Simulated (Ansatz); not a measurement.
Run report: NbN, single-point calculation

The run: single-point calculation of NbN (2 atoms in the cell). Method and program: DFT PBE+D3(BJ), scalar-relativistic, plane waves, PAW, spin-polarised (Ansatz 0.2.0).

The structure derives from an entry of the Crystallography Open Database. Figures and captions count atoms from 1; the log counts them from 0 in places.

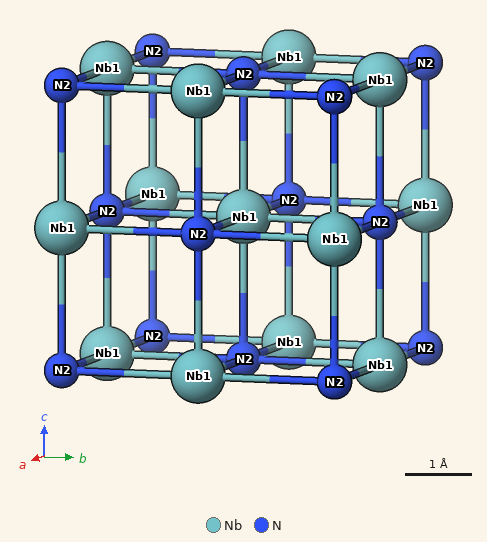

Fig. 1: The structure (ball-and-stick view of the cell 4 times as large as that of the calculation, set on its symmetry axes, seen slightly off an axis; atoms are numbered from 1 in the order of the input). An atom can appear more than once, as a periodic image.

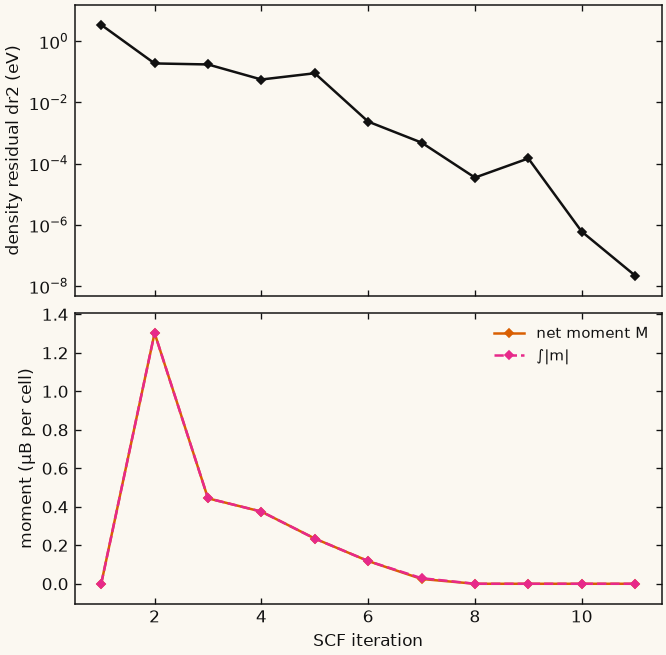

Fig. 2: Convergence of the self-consistent field: density residual dr2 and magnetic moment against the SCF iteration. The residual comes down, with one marked jump up, by a factor of about 4, at step 9. The net moment starts and ends at 0.0 μB per cell, with excursions between 0.0 and 1.3 on the way, and ∫|m| falls to zero.

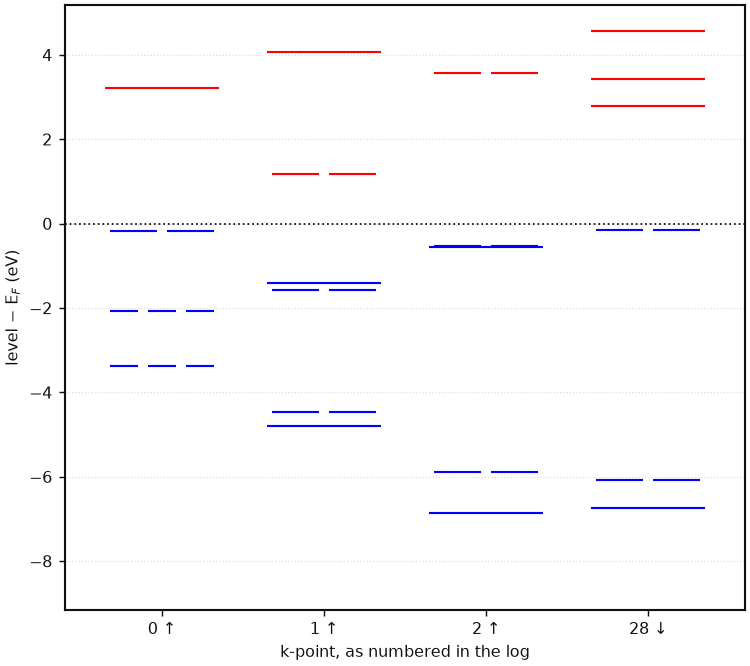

Fig. 3: Kohn–Sham levels near the Fermi level (dotted) at the few k-points that the log prints; levels within 0.02 eV of each other stand side by side. The system is metallic on the full mesh.

The input and output of the run follow.

### Input file
```yaml
crystal:
  lattice:
    - [0.0, 2.1945, 2.1945]
    - [2.1945, 0.0, 2.1945]
    - [2.1945, 2.1945, 0.0]
  atoms:
    - { symbol: Nb, position: [0.5, 0.5, 0.5] }
    - { symbol: "N", position: [0.0, 0.0, 0.0] }
basis:
  ecutwfc: 420
kpoints:
  mp_grid: { grid: [8, 8, 8] }
hamiltonian:
  xc: pbe
  dispersion: d3bj
scf:
  occupations: { method: gaussian, width: 0.1 }
  lower_state_search: "off"
output:
  forces: true
  stress: true
  eigenvalues: true
  populations: true
magnetization:
  spin_polarized: true
```

Launched with:
```bash
ansatz run input.yaml --threads 4 --pin off --max-ram 10240MiB --backend cpu --events-out ev --progress --plain --runs-dir out
```

### The program's output
```
band count auto-derived: 15 (N_el = 18.0; filled up to band 9; 13 by the electrons, moments and atoms)
Engine: ansatz 0.2.0, x86_64-unknown-linux-gnu
Pseudopotentials: kind: paw
Pseudopotential: Nb, paw, valence charge 13, recommended cutoff 420 eV (normal), Nb.paw.azcp
Pseudopotential: N, paw, valence charge 5, recommended cutoff 420 eV (normal), N.paw.azcp
Functional definition: PBE
  parameter kappa = 0.804
  parameter beta = 0.06672455060314922
  exchange = pbe_x(kappa = kappa, mu = beta*pi^2/3)
  correlation = pbe_c(beta = beta)
Crystal: 2 atoms, lattice volume = 21.137 Å³
Basis set: ecut = 420 eV, 411 PW (Γ), exchange–correlation on 48×48×48 points (8 copies of the dense FFT grid, shifted against one another)
Bands: 15, of which v1, the nominal top of the filled ones, is band 9 counted from 1 (8 counted from 0)
Symmetry: 48 space group operations
Space group: Fm-3m (ITA 225), of the structure as read, at distance tolerance 2.8e-5 Å
k-points: 29 of 512
Non-local potential: Nb, projectors of the file, l = 0: 3, l = 1: 2, l = 2: 2, l = 3: 1
Non-local potential: N, projectors of the file, l = 0: 2, l = 1: 2, l = 2: 1
PAW form: soft (Blöchl's): semilocal exchange-correlation on the pseudo side does not see the compensation charge
PAW one-centre angular grid: Nb, 590 points (default); XC on 64 Gauss nodes
PAW one-centre angular grid: N, 110 points (default); XC on 64 Gauss nodes
Initial density: superposition of atomic densities (chi_scale 0.1, normalization cell, long waves kept (reshape's long-wave potential 0.00 eV rms))
Initial wavefunctions: pseudopotential atomic-orbital guess
Functional: x = pbe(κ = 0.804, μ = 0.2195149727645171), c = pbe(β = 0.06672455060314922)
SCF iter   1: F=—  HF=-4940.066895 eV  |F-HF|=—  |Δ(HF+E_count)|=         —  Δρ=5.51e-2 (↑5.51e-2 ↓5.51e-2)  dr2=3.43e0  dr2_m=0.00e0  M=0.000 μB ∫|m|=0.000 μB  β_m=0.30  ethr=3.10e-3  ⟨swp⟩=5.0  Hψ=2098  notcnv=0
preconditioner: auto → none  [insulator: Δε(μ)=0.213 eV  Ē_g=22.191 eV  σ=0.100 eV  W_gap=0.61  n_scr=8 (ndim 8)  ℏωp=32.3 eV  f_vac=0.000  D(μ)=0.66/eV (n_scr^D=0)  ε∞_Penn≈3.1]
SCF iter   2: F=—  HF=-4938.295882 eV  |F-HF|=—  |Δ(HF+E_count)|=    1.77e0  Δρ=4.94e-2 (↑4.33e-2 ↓4.94e-2)  dr2=1.88e-1  dr2_m=3.17e-1  M=1.303 μB ∫|m|=1.303 μB  ethr=3.10e-3  ⟨swp⟩=2.6  Hψ=976  notcnv=0  defer=32
Mixer restart at iter 2: flushing history
SCF iter   3: F=—  HF=-4939.080202 eV  |F-HF|=—  |Δ(HF+E_count)|=         —  Δρ=3.87e-2 (↑3.87e-2 ↓3.05e-2)  dr2=1.74e-1  dr2_m=1.36e-1  M=0.444 μB ∫|m|=0.444 μB  β_m=0.30  ethr=1.04e-3  ⟨swp⟩=3.6  Hψ=2353  notcnv=0  defer=34
SCF iter   4: F=—  HF=-4939.113384 eV  |F-HF|=—  |Δ(HF+E_count)|=   3.32e-2  Δρ=2.67e-2 (↑2.67e-2 ↓2.20e-2)  dr2=5.61e-2  dr2_m=8.29e-2  M=0.375 μB ∫|m|=0.375 μB  β_m=0.55  ethr=9.65e-4  ⟨swp⟩=2.0  Hψ=1323  notcnv=0  defer=56
SCF iter   5: F=—  HF=-4939.202796 eV  |F-HF|=—  |Δ(HF+E_count)|=   8.94e-2  Δρ=1.30e-2 (↑1.30e-2 ↓1.30e-2)  dr2=8.98e-2  dr2_m=1.15e-2  M=0.235 μB ∫|m|=0.235 μB  β_m=0.47  ethr=3.11e-4  ⟨swp⟩=2.6  Hψ=1543  notcnv=0  defer=58
SCF iter   6: F=—  HF=-4939.198333 eV  |F-HF|=—  |Δ(HF+E_count)|=   4.46e-3  Δρ=4.95e-3 (↑4.81e-3 ↓4.95e-3)  dr2=2.36e-3  dr2_m=3.80e-3  M=0.118 μB ∫|m|=0.118 μB  β_m=0.71  ethr=3.11e-4  ⟨swp⟩=2.1  Hψ=1494  notcnv=0  defer=62
SCF iter   7: F=—  HF=-4939.204317 eV  |F-HF|=—  |Δ(HF+E_count)|=   5.98e-3  Δρ=1.58e-3 (↑7.19e-4 ↓1.58e-3)  dr2=4.87e-4  dr2_m=2.03e-4  M=0.025 μB ∫|m|=0.029 μB  β_m=0.79  ethr=1.31e-5  ⟨swp⟩=2.1  Hψ=1481  notcnv=0  defer=63
Mixer restart at iter 7: flushing history
SCF iter   8: F=—  HF=-4939.204609 eV  |F-HF|=—  |Δ(HF+E_count)|=         —  Δρ=1.74e-4 (↑1.74e-4 ↓1.74e-4)  dr2=3.50e-5  dr2_m=0.00e0  M=0.000 μB ∫|m|=0.000 μB  β_m=0.79  ethr=2.71e-6  ⟨swp⟩=5.1  Hψ=1667  notcnv=0  defer=9
SCF iter   9: F=—  HF=-4939.204627 eV  |F-HF|=—  |Δ(HF+E_count)|=   1.77e-5  Δρ=3.96e-4 (↑3.96e-4 ↓3.96e-4)  dr2=1.48e-4  dr2_m=0.00e0  M=0.000 μB ∫|m|=0.000 μB  β_m=0.79  ethr=1.95e-7  ⟨swp⟩=2.2  Hψ=848  notcnv=0  defer=9
SCF iter  10: F=—  HF=-4939.204593 eV  |F-HF|=—  |Δ(HF+E_count)|=   3.39e-5  Δρ=2.68e-5 (↑2.68e-5 ↓2.68e-5)  dr2=6.02e-7  dr2_m=0.00e0  M=0.000 μB ∫|m|=0.000 μB  β_m=0.84  ethr=1.95e-7  ⟨swp⟩=2.0  Hψ=556  notcnv=0  defer=9
SCF iter  11: F=-4939.204593 eV  HF=-4939.204593 eV  |F-HF|=1.55e-8  |Δ(HF+E_count)|=   9.90e-8  Δρ=6.06e-6 (↑6.06e-6 ↓6.06e-6)  dr2=2.20e-8  dr2_m=0.00e0  M=0.000 μB ∫|m|=0.000 μB  ethr=5.56e-10  ⟨swp⟩=4.8  Hψ=2025  notcnv=0
SCF 1 converged in 11 iterations: F = -4939.204593 eV  dr2 = 2.20e-8
  greatest PAW one-centre occupation: 0.998 electrons in one spin orbital (limit 2), on the Nb atom at site 0 (counted from 0), in its partial waves of l = 0
SCF converged after 11 iterations
Magnetization: 0.0000 μB (9.0000 up, 9.0000 down)
Absolute magnetization: 0.0000 μB (∫|ρ↑−ρ↓|)
Spin contamination: 0.0000 ħ² per cell (⟨S²⟩ above its minimum at these occupations)
Per-site moments (μB) at R_I (Å): [(0.0, 0.90523125), (0.0, 0.90523125)]
Free energy (F): -4939.204593 eV
Harris-Foulkes:  -4939.204593 eV  (|F-HF|=1.55e-8)
Internal energy: -4939.197674 eV  (E = F + TS)
E sigma→0 (E₀):  -4939.201133 eV
Entropy (-TS):   -0.006918 eV (-3.459 meV/atom)
Fermi energy:    20.713353 eV
--- Per-component energies (eV) ---
  E_band       = -8.687488
  E_kinetic    = 529.372061
  E_local      = -720.408762  (includes V_loc(G=0)·N_el)
  E_nonlocal   = 163.827967
  E_hartree    = 218.144743
  E_xc         = -237.483093
  E_vxc        = -291.953393  (∫ρ·V_xc dr)
  E_paw        = -3200.140473  (= ΣΔE_a)
  E_vpaw       = -125.811471  (= ΣTr[D̂ρ^β])
  E_aug_tail   = 0.000100  (compensation charges beyond the density's cutoff)
  E_ewald      = -1691.488391
  E_disp       = -1.021827  (pairwise vdW)
  E_smearing   = -0.006918  (= −TS)
  E_closure    = 0.000000  (closes the sum)
  Σ components = -4939.204593   (vs F -4939.204593, Δ=0.00e0)
--- Forces (eV/Å), atoms counted from 1 ---
  atom   1  Nb     0.00000000     0.00000000     0.00000000
  atom   2  N     -0.00000000     0.00000000     0.00000000
  max |Σ_I F_I| component: 2.07e-29 eV/Å
--- Stress (GPa, compression-positive) ---
       -0.742568      -0.000000       0.000000
       -0.000000      -0.742568      -0.000000
        0.000000      -0.000000      -0.742568
  P = ⅓ Tr σ = -0.7426 GPa (-7.426 kbar)
--- Band table (eV; the first three rows and the last of 58) ---
  k-point 0 ↑: bands = ["-35.7076", "-11.3702", "-11.3702", "-11.3702", "3.0414", "17.3305", "17.3305", "17.3305", "18.6546", "18.6546", "18.6546", "20.5353", "20.5353", "23.9262", "30.0368"]
  k-point 1 ↑: bands = ["-35.6875", "-11.5392", "-11.3839", "-11.3839", "3.3757", "15.9128", "16.2398", "16.2398", "19.1344", "19.1344", "19.3100", "21.8951", "21.8951", "24.7767", "31.0062"]
  k-point 2 ↑: bands = ["-35.6388", "-11.9282", "-11.4168", "-11.4168", "4.2145", "13.8515", "14.8327", "14.8327", "20.1674", "20.1889", "20.1889", "24.2870", "24.2870", "26.2596", "32.6990"]
  k-point 28 ↓: bands = ["-35.5238", "-11.9879", "-11.9879", "-11.7556", "4.3830", "13.9712", "14.6452", "14.6452", "20.5669", "20.5669", "23.4942", "24.1480", "25.2759", "32.4865", "32.5521"]
--- Löwdin populations: 2 sites ---
  site symbol       q [e]    m [muB]
     0     Nb     12.3062     0.0000
     1      N      5.6280     0.0000
  spilling = 0.003658 (of n_electrons = 18.000000)
```

### File populations.tsv
```
# site	symbol	l	j	q_up	q_dn
# orbitals = lowdin
# n_electrons = 18.000000
# spilling = 0.003658
0	Nb	0_4S	-	0.952624	0.952624
0	Nb	0_5S	-	0.223258	0.223258
0	Nb	1_4P	-	2.990718	2.990718
0	Nb	2_4D	-	1.986482	1.986482
1	N	0_2S	-	0.729509	0.729509
1	N	1_2P	-	2.084487	2.084487
```

### Key numbers

| quantity | value |
| --- | --- |
| outcome | converged |
| space group (tolerance 0.01 Å) | Fm-3m (225) |
| electrons treated | 18 |
| free energy | −4939.2046 eV |
| Fermi energy | 20.713 eV |
| gap on the k-point mesh | none (metallic) |
| net moment of the cell | 0.00 μB |
| integrated absolute moment | 0.00 μB |
| pressure | −0.74 GPa |
| largest force (length of the vector) | under 0.001 eV/Å |
| hardware | 4 threads of Intel Xeon @ 2.50GHz (Skylake/Cascade Lake), 189 GiB of memory available, shared host |
| wall time | 1.3 s (CPU time 3.3 s) |
| peak memory | 0.31 GiB |

### Remarks

Warnings of the run: spin is on but no starting moments are given; the state was not tested for a lower one.
